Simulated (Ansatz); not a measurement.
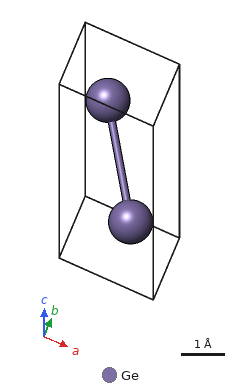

This is the input geometry for a relaxation of crystalline Ge (set up in Cmcm). A ball-and-stick model of the cell of the calculation, reduced to other axes, seen from a free direction. Lengths and directions refer to the drawn axes.

The run lets cell and atoms move.

These are results of Kohn-Sham DFT of a periodic cell, PBE, Ansatz PAW (Ansatz 0.2.0), not measurements.

Input
```yaml
crystal:
  lattice:
    - [1.488052925, -2.59468961, 0.0]
    - [1.488052925, 2.59468961, 0.0]
    - [0.0, 0.0, 4.72759579]
  atoms:
    - { symbol: Ge, position: [0.33344663, 0.66655337, 0.25] }
    - { symbol: Ge, position: [0.66655337, 0.33344663, 0.75] }
hamiltonian:
  xc: pbe
  pseudopotentials: { kind: paw }
kpoints:
  mp_grid: { grid: [10, 10, 6] }
scf:
  occupations: { method: fermi_dirac, width: 0.05 }
output:
  forces: true
  stress: true
  eigenvalues: true
relax:
  f_tol: 0.01
  max_steps: 40
  cell: { stress_tol: 0.05 }
```

Command:
```bash
ansatz run input.yaml --threads 2 --pin off --max-ram 5632MiB --backend cpu --events-out ev --progress --plain --runs-dir out
```

### Predict the outcome.

The largest moves relative to the cell, 0.007 Å, are those of Ge atoms. The drawn cell changes as follows: a 2.976 → 2.996 Å (+0.7 %), b 2.991 → 3.031 Å (+1.3 %), c 4.728 → 4.887 Å (+3.4 %), γ 119.8° → 119.6°; the volume changes by +5.7 %. Some distances before and after: Ge–Ge 2.924 → 3.002 Å, Ge–Ge 2.991 → 3.031 Å, Ge–Ge 2.976 → 2.996 Å. The space group stays Cmcm (No. 63). The energy falls by 31.3 meV per cell of the calculation in 6 accepted moves (7 points after the start). Largest force component: 0.00085 eV/Å at the start, 0.0016 eV/Å at the end. The pressure goes from 4.31 to 0.01 GPa. At 1 point the geometry stayed and the basis and grid were re-selected for the new cell (energy shift of 0.5 meV per cell of the calculation at most each time). Cost: 13 s on 2 threads of Intel(R) Xeon(R) 6975P-C (Granite Rapids), with other jobs on the host, peak memory 0.4 GiB.

The end point in the same view:

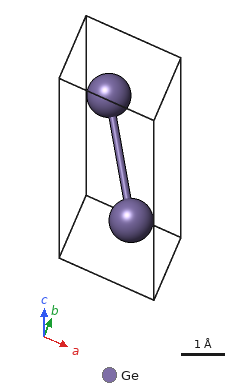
